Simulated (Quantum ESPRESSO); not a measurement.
# BP (F-43m): a worked LO-TO splitting

Aim: work out the LO frequency and the static dielectric constant of BP (F-43m) from one linear-response run, then check them.

Main program and level: Quantum ESPRESSO 7.5; DFT PBE, scalar-relativistic, plane waves, PseudoDojo norm-conserving pseudopotentials.

## Step 1: The relaxed structure

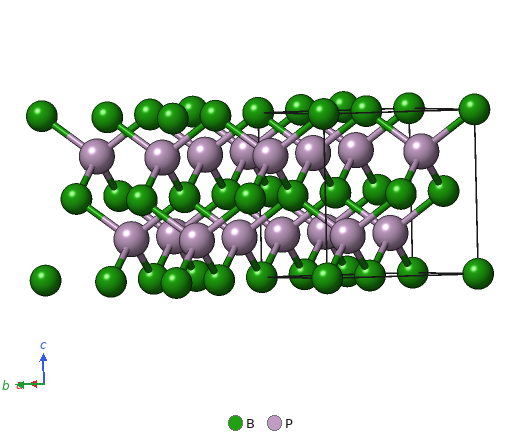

Start, viewed from a free direction; boron green, phosphorus pink. 2×2×1 cells are drawn. This picture shows the conventional cell, with its axes. Bonds to atoms that aren't drawn are left out. Some periodic images of atoms are drawn too.

Coordinates:

```cif
data_structure
_symmetry_space_group_name_H-M 'F-43m'
_symmetry_Int_Tables_number 216
_cell_length_a 4.5473
_cell_length_b 4.5473
_cell_length_c 4.5473
_cell_angle_alpha 90.000
_cell_angle_beta 90.000
_cell_angle_gamma 90.000
_cell_volume 94.03
loop_
_atom_site_label
_atom_site_type_symbol
_atom_site_symmetry_multiplicity
_atom_site_Wyckoff_symbol
_atom_site_fract_x
_atom_site_fract_y
_atom_site_fract_z
_atom_site_occupancy
B1 B 4 a 0.00000 0.00000 0.00000 1
P1 P 4 d 0.25000 0.25000 0.75000 1
```

This is the cell after its relaxation at this level of theory, not the database cell from which that began.

## Step 2: What the response run gave

A linear-response run on the relaxed cell, with the response to an electric field; only its zone-centre results are used. Cutoff 84 Ry, k mesh 12×12×12.

Log:

```text
[banners, grids, parts of the stress and lines that vanish by symmetry left out]
Program PHONON v.7.5
     Reading xml data from directory:

[...]
Exchange-correlation= PBE
                           (   1   4   3   4   0   0   0)
[...]
kinetic-energy cut-off    =      84.0000  Ry
     charge density cut-off    =     336.0000  Ry
     convergence threshold     =      1.0E-18
[...]
Exchange-correlation= PBE
                           (   1   4   3   4   0   0   0)
[...]
q = (   0.0000000   0.0000000   0.0000000 )
     25 Sym.Ops. (with q -> -q+G )
     G cutoff =  628.4621  (  16529 G-vectors)     FFT grid: ( 36, 36, 36)
     number of k points=    72
[...]
Mode symmetry, T_d (-43m)  point group:
[...]
Dielectric constant
[...]
End of electric fields calculation
          Dielectric constant in cartesian axis
          (       9.144424334      -0.000000000      -0.000000000 )
          (      -0.000000000       9.144424334      -0.000000000 )
          (      -0.000000000      -0.000000000       9.144424334 )
          Effective charges (d Force / dE) in cartesian axis without acoustic sum rule applied (asr)
           atom    1  B     Mean Z*:       -0.50235
      Ex  (       -0.50235        0.00000       -0.00000 )
      Ey  (       -0.00000       -0.50235       -0.00000 )
      Ez  (       -0.00000       -0.00000       -0.50235 )
           atom    2  P     Mean Z*:        0.49894
      Ex  (        0.49894       -0.00000       -0.00000 )
      Ey  (       -0.00000        0.49894        0.00000 )
      Ez  (       -0.00000        0.00000        0.49894 )
          Effective charges Sum: Mean:       -0.00342
[...]
Effective charges (d Force / dE) in cartesian axis with asr applied:
           atom    1  B     Mean Z*:       -0.50064
[...]
atom    2  P     Mean Z*:        0.50064
[...]
Representation #   1 modes #   1   2   3
[...]
End of self-consistent calculation
     Convergence has been achieved
     Representation #   2 modes #   4   5   6
[...]
End of self-consistent calculation
     Convergence has been achieved
[...]
Dielectric constant in cartesian axis
          (       9.144424334      -0.000000000      -0.000000000 )
          (      -0.000000000       9.144424334      -0.000000000 )
          (      -0.000000000      -0.000000000       9.144424334 )
          Effective charges (d Force / dE) in cartesian axis without acoustic sum rule applied (asr)
           atom    1  B     Mean Z*:       -0.50235
      Ex  (       -0.50235        0.00000       -0.00000 )
      Ey  (       -0.00000       -0.50235       -0.00000 )
      Ez  (       -0.00000       -0.00000       -0.50235 )
           atom    2  P     Mean Z*:        0.49894
      Ex  (        0.49894       -0.00000       -0.00000 )
      Ey  (       -0.00000        0.49894        0.00000 )
      Ez  (       -0.00000        0.00000        0.49894 )
          Effective charges Sum: Mean:       -0.00342
[...]
Effective charges (d Force / dE) in cartesian axis with asr applied:
           atom    1  B     Mean Z*:       -0.50064
[...]
atom    2  P     Mean Z*:        0.50064
[...]
q = (    0.000000000   0.000000000   0.000000000 )
[...]
freq (    1) =      -0.025024 [THz] =      -0.834700 [cm-1]
     freq (    2) =      -0.025024 [THz] =      -0.834700 [cm-1]
     freq (    3) =      -0.025024 [THz] =      -0.834700 [cm-1]
     freq (    4) =      23.981882 [THz] =     799.949462 [cm-1]
     freq (    5) =      23.981882 [THz] =     799.949462 [cm-1]
     freq (    6) =      23.981882 [THz] =     799.949462 [cm-1]
[...]
Mode symmetry, T_d (-43m)  point group:
     freq (   1-   3) =         -0.8  [cm-1]   --> T_2  G_15 P_4   I+R
     freq (   4-   6) =        799.9  [cm-1]   --> T_2  G_15 P_4   I+R

   JOB DONE.
```

```csv
quantity,value
cell volume Ω (Å³),23.507
mass of B (u),10.810
mass of P (u),30.974
"Born charge of B, raw (e)",-0.502
"Born charge of P, raw (e)",0.499
ε∞,9.144
ω(TO) after the sum rule (cm⁻¹),800.0
```

## Step 3: The calculation

The charges must sum to zero over the cell; taking off their mean, -0.002 e, leaves Z* = -0.501 e on B. In the polar mode B moves against P, so the reduced mass is μ = 10.81 × 30.97 / 41.78 = 8.013 u.

A longitudinal wave builds up a field that adds to the restoring force: ω(LO)² = ω(TO)² + 4π Z*² / (μ Ω ε∞), in Hartree atomic units. With μ = 14607 electron masses and Ω = 158.63 bohr³ the second term is 1.4865e-07 Ha², or 7160 cm⁻² (1 Ha = 219474.6 cm⁻¹).

So ω(LO) = √(639920 + 7160) = 804.4 cm⁻¹, and by the Lyddane-Sachs-Teller relation ε₀ = ε∞ (ω(LO)/ω(TO))² = 9.25.

## Step 4: Check against the program

The analysis program adds the same non-analytic term to the full matrix, here for q along (1 0 0).

Log:

```text
[banner, memory and clock lines left out]
Program DYNMAT v.7.5

     Reading Dynamical Matrix from file g.dyn
     ...Force constants read
     ...epsilon and Z* read

     Polarizability (A^3 units)
     multiply by 0.269193 for Clausius-Mossotti correction
        15.235030   -0.000000   -0.000000
        -0.000000   15.235030   -0.000000
        -0.000000   -0.000000   15.235030

     IR activities are in (D/A)^2/amu units

# mode   [cm-1]    [THz]      IR
    1     -0.00   -0.0000    0.0000
    2      0.00    0.0000    0.0000
    3      0.00    0.0000    0.0000
    4    799.95   23.9819    0.7216
    5    799.95   23.9819    0.7216
    6    804.41   24.1157    0.7216
```

ε₀ comes from the program's run without a direction of q.

```csv
quantity,by hand,program
ω(LO) (cm⁻¹),804.4,804.4
ε₀,9.25,9.25
```

## Step 5: What came out

```json
{"TO mode": "800.0 cm⁻¹", "LO mode": "804.4 cm⁻¹", "static dielectric constant": "9.247"}
```

**Reading.** The LO mode of BP (F-43m) lies at 804 cm⁻¹, 4 cm⁻¹ above the TO mode; the formula meets the program within 0.1 cm⁻¹, as it must for a cubic crystal with one polar mode. ω(LO)² − ω(TO)² goes with Z*²/ε∞: an error of 5 % in ε∞ would move the LO mode by 0.2 cm⁻¹, and semilocal functionals tend to overestimate ε∞. These are harmonic values at zero temperature, at the volume of this functional, for the structure held cubic; stability elsewhere in the zone is no part of this calculation.

[Host names and launcher messages were left out of these logs when they were recorded.]

[Logs are printed without paths, hosts, clocks, repeated set-up lines and the standing remarks that a program may print on its own settings, such as how far it seeks lower states.]

[Hosts, paths, dates, database ids (printed as entryN), source tags and the programs' standing remarks are cut or masked in the printed files.]
